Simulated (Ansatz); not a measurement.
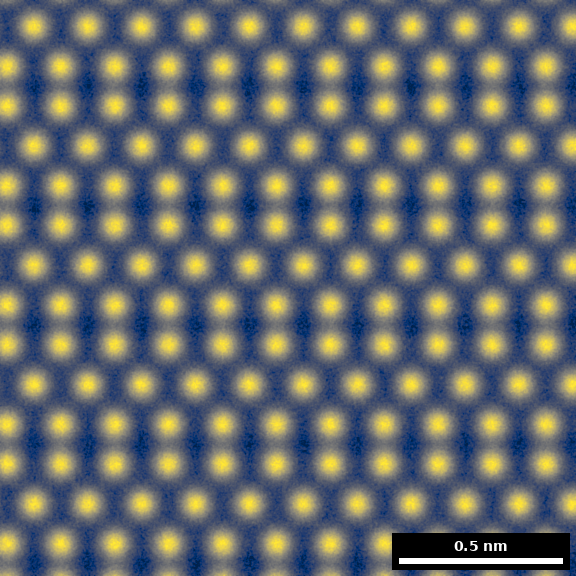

iDPC-like image of Ru (P6/mmm, No. 191) along [102]. Simulated as the projected potential of neutral atoms (B = 0.3 Å²) blurred by a 0.50 Å probe, the thin-sample limit of integrated differential phase contrast. The display is stretched by a gamma of 0.65; percentages refer to the linear signal. Shot noise was added. Atomic positions: the geometry relaxed with DFT, m-r2SCAN, plane waves (500 eV) with PAW, scalar-relativistic (Ansatz 0.2.0); the starting structure was generated, so it need not be a known form of this composition.

**What can be read from this image?**

The columns repeat on a rectangular net of 1.66 × 3.67 Å (plane group p2mm). All columns are alike (Ru). The shortest distance between visible columns is 1.22 Å in projection. Along the beam the structure repeats every 6.81 Å.
